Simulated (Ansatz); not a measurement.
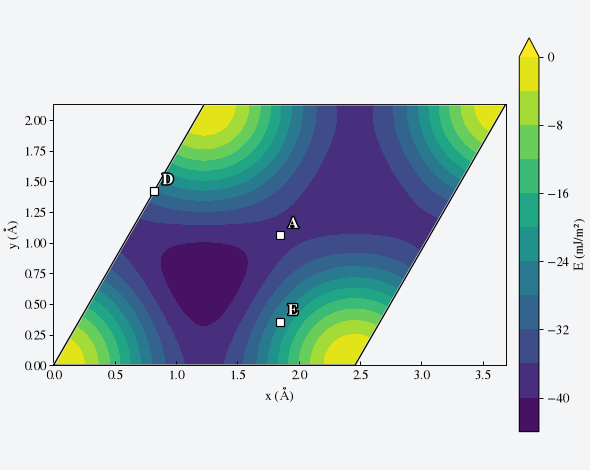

C (R-3m, No. 166; 12 atoms in the cell). Gamma surface: rigid slide across a plane, one fault a cell; the plane is (0 0 1) of the conventional cell. Places are given modulo a cell vector. The map is drawn in real space over the plane of the slide. Nothing is relaxed (rigid halves, spacing across the cut fixed). The scan uses a 6 × 6 grid; 10 points were computed and 26 follow by symmetry. Energies: mJ/m², counted from the perfect crystal. The lowest point has no gap; 34 points of the grid have one on the k-mesh. Theory: DFT PBEsol+D3(BJ), scalar-relativistic, plane waves, PAW (Ansatz). Settings: cutoff 520 eV, k-mesh 15×15×2 in the order of the run's cell vectors, gaussian smearing 0.03 eV, no spin polarisation.

In the figure: filled contours, the outline of one cell of the plane, one colour for all values above the top of the scale, lettered points. Between grid points the surface is interpolated.

Q: Is E the lowest point of the computed grid?

A: No. E lies 18.7 mJ/m² above the lowest grid point, which is at (2/6, 2/6) of the cell vectors.

Q: What kind of point is each of A, D, E: minimum, saddle, maximum or slope?

A: A: saddle point; D: on a slope; E: on a slope. (In these two coordinates alone; a stationary point may lie a little off the grid point.)

Q: Rank the lettered points by energy, lowest first.

A: A (−37.4 mJ/m²), D (−28.7 mJ/m²), E (−24.5 mJ/m²).

PAW datasets: the set soft_1.
